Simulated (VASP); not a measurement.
## What a change does: single-point calculation on C

System: C (Fmmm, 2 atoms in the cell).
Method of run 1: Kohn-Sham DFT of a periodic cell, PBE with D3(BJ), VASP PAW PBE potentials, recommended, no spin polarisation (VASP 6.6.1).

The structure derives from an entry of the Crystallography Open Database. 

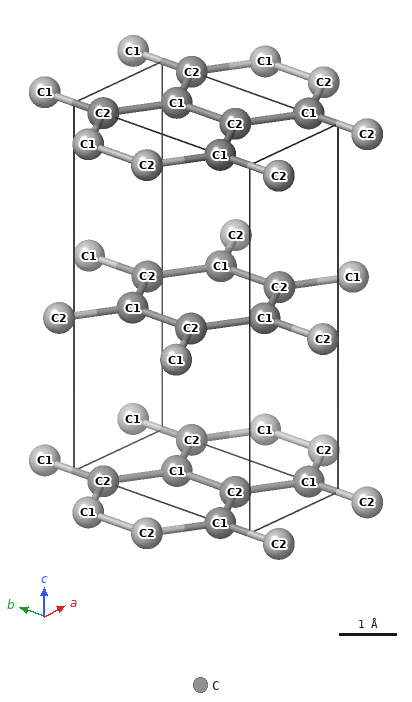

Fig. 1: The structure as given in the input (ball-and-stick view of the cell 4 times as large as that of the calculation, set on its symmetry axes, seen at an oblique angle; neighbours outside the cell are drawn fainter; atoms are numbered from 1 in the order of the input). Near neighbours in the crystal (not all of them lie inside the picture): C has 3 C at 1.37 Å.

**INCAR, run 1**
```
SYSTEM = C
PREC = Accurate
ENCUT = 520
EDIFF = 1E-6
ISMEAR = 0
SIGMA = 0.05
LREAL = .False.
LASPH = .True.
NELM = 100
ALGO = Fast
ISIF = 2
LWAVE = .False.
LCHARG = .True.
GGA = PE
IVDW = 12
LELF = .True.
LVHAR = .True.
NBANDS = 11
```

**KPOINTS, run 1**
```
regular mesh
0
Gamma
  14 14 14
  0 0 0
```

**POSCAR, run 1**
```
C
1.0
    0.0000000000      2.0604872342      3.5676362887
    1.1895995880      0.0000000000      3.5676362887
    1.1895995880      2.0604872342      0.0000000000
C
2
Direct
    0.1666700000      0.8333300000      0.1666700000
    0.8333300000      0.1666700000      0.8333300000
```

Command:
```bash
cat potpaw_PBE.64/C/POTCAR > POTCAR
mpirun -np 1 vasp_std > vasp.out
```

Hardware: 1 thread of Intel Xeon (Granite Rapids), 64 GiB of memory available, shared host.

**OSZICAR and lines of OUTCAR (run 1)**
```
N       E                     dE             d eps       ncg     rms          rms(c)
DAV:   1     0.179765962978E+01    0.17977E+01   -0.41294E+03  9539   0.646E+02
DAV:   2    -0.194375161805E+02   -0.21235E+02   -0.20445E+02 12337   0.125E+02
DAV:   3    -0.199048025681E+02   -0.46729E+00   -0.46642E+00 11943   0.150E+01
DAV:   4    -0.199064764726E+02   -0.16739E-02   -0.16738E-02 11104   0.109E+00
DAV:   5    -0.199064837177E+02   -0.72451E-05   -0.72450E-05 12049   0.649E-02    0.722E+00
RMM:   6    -0.186440014725E+02    0.12625E+01   -0.54148E-01  9855   0.475E+00    0.415E+00
RMM:   7    -0.182410720405E+02    0.40293E+00   -0.81437E-01 11136   0.609E+00    0.111E+00
RMM:   8    -0.182480918891E+02   -0.70198E-02   -0.29991E-02 10252   0.148E+00    0.185E-01
RMM:   9    -0.182470428354E+02    0.10491E-02   -0.61406E-03 11467   0.634E-01    0.392E-02
RMM:  10    -0.182471435988E+02   -0.10076E-03   -0.73872E-04 11334   0.246E-01    0.144E-02
RMM:  11    -0.182471605177E+02   -0.16919E-04   -0.97342E-05 11848   0.897E-02    0.890E-03
RMM:  12    -0.182471624131E+02   -0.18953E-05   -0.15694E-05 11342   0.349E-02    0.568E-03
RMM:  13    -0.182471628734E+02   -0.46038E-06   -0.28038E-06  9936   0.137E-02
   1 F= -.18529065E+02 E0= -.18529065E+02  d E =-.147388E-10
[... from OUTCAR:]
  energy without entropy =      -18.24716287  energy(sigma->0) =      -18.24716287
 E-fermi :   4.7756     XC(G=0): -10.0990     alpha+bet :-11.4609
  external pressure =      342.88 kB  Pullay stress =        0.00 kB
  free  energy   TOTEN  =       -18.5290650845 eV
  energy  without entropy=      -18.5290650845  energy(sigma->0) =      -18.52906508
```

The input of run 2 differs as follows (lines with − go, lines with + come):
```diff
-ALGO = Fast
+ALGO = Normal
-LCHARG = .True.
+LCHARG = .False.
-LELF = .True.
-LVHAR = .True.
-regular mesh
+Automatic mesh
-    0.0000000000      2.0604872342      3.5676362887
-    1.1895995880      0.0000000000      3.5676362887
-    1.1895995880      2.0604872342      0.0000000000
+    0.0000000000      2.0015836334      3.7807063496
+    1.1555922435      0.0000000000      3.7807063496
+    1.1555922435      2.0015836334      0.0000000000
```

Predict how the results change.

With the same functional and potentials, run 2 lies 240.4 meV per atom higher (other lines of the input change too). The gap on the mesh goes from 0.73 to 1.03 eV. The pressure goes from 34.29 to 63.48 GPa. The SCF takes 12 iterations against 13. The plane waves at Γ go from 489.0 to 490.0.

**OSZICAR and lines of OUTCAR (run 2)**
```
N       E                     dE             d eps       ncg     rms          rms(c)
DAV:   1     0.228370225322E+01    0.22837E+01   -0.42148E+03  9595   0.650E+02
DAV:   2    -0.194687235063E+02   -0.21752E+02   -0.20961E+02 12189   0.127E+02
DAV:   3    -0.199399882247E+02   -0.47126E+00   -0.47038E+00 11860   0.150E+01
DAV:   4    -0.199418048017E+02   -0.18166E-02   -0.18164E-02 11143   0.114E+00
DAV:   5    -0.199418139165E+02   -0.91148E-05   -0.91147E-05 12318   0.730E-02    0.803E+00
DAV:   6    -0.183217090273E+02    0.16201E+01   -0.12190E+00 10662   0.696E+00    0.469E+00
DAV:   7    -0.177916117068E+02    0.53010E+00   -0.15164E+00 11024   0.771E+00    0.150E+00
DAV:   8    -0.178015648456E+02   -0.99531E-02   -0.50168E-02 10628   0.144E+00    0.275E-01
DAV:   9    -0.178002273318E+02    0.13375E-02   -0.21150E-03 11271   0.289E-01    0.126E-01
DAV:  10    -0.178002910214E+02   -0.63690E-04   -0.56675E-04 10789   0.165E-01    0.589E-02
DAV:  11    -0.178002989474E+02   -0.79260E-05   -0.27464E-05 10899   0.362E-02    0.717E-03
DAV:  12    -0.178002995205E+02   -0.57310E-06   -0.58210E-07 11062   0.656E-03
   1 F= -.18048280E+02 E0= -.18048280E+02  d E =-.148196E-10
[... from OUTCAR:]
  energy without entropy =      -17.80029952  energy(sigma->0) =      -17.80029952
 E-fermi :   4.5995     XC(G=0):  -9.8488     alpha+bet :-11.4609
  external pressure =      634.81 kB  Pullay stress =        0.00 kB
  free  energy   TOTEN  =       -18.0482803906 eV
  energy  without entropy=      -18.0482803906  energy(sigma->0) =      -18.04828039
```

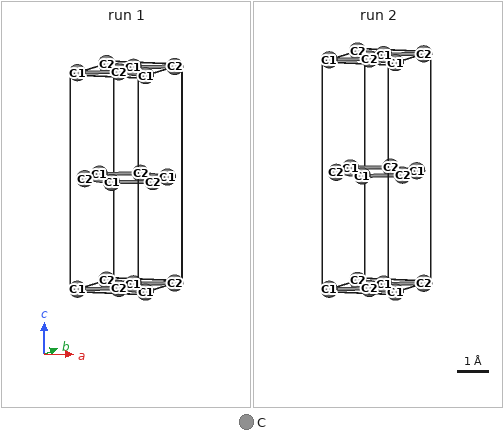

Fig. 2: The two input geometries at one scale (ball-and-stick view of the cell 4 times as large as that of the calculation, set on its symmetry axes, seen slightly off an axis). The atoms keep their places relative to the cell (all moves are under 0.005 Å). The drawn cell changes at constant volume: a 2.379 → 2.311 Å (−2.9 %), b 4.121 → 4.003 Å (−2.9 %), c 7.135 → 7.561 Å (+6.0 %). Among the contacts that change: C1–C2 1.374 → 1.334 Å.

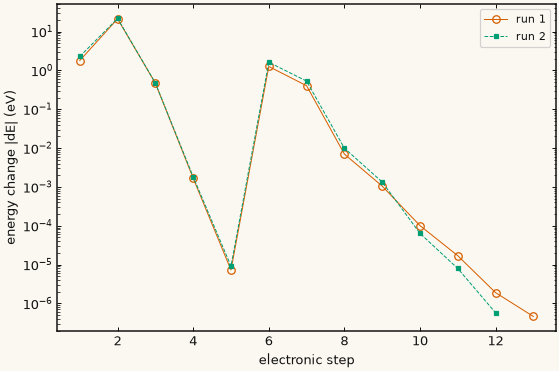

Fig. 3: Convergence of the two runs: energy change |dE| against the electronic step. Run 1 takes 13 steps in all, and run 2 takes 12.

**The two runs side by side**

```csv
quantity,run 1,run 2
outcome,converged,converged
free energy per atom (eV),−9.2645,−9.0241
gap on the mesh (eV),0.73,1.03
pressure (GPa),34.29,63.48
largest force (eV/Å),0.014,0.005
SCF iterations,13,12
irreducible k-points,428,428
plane waves at Γ,489,490
```
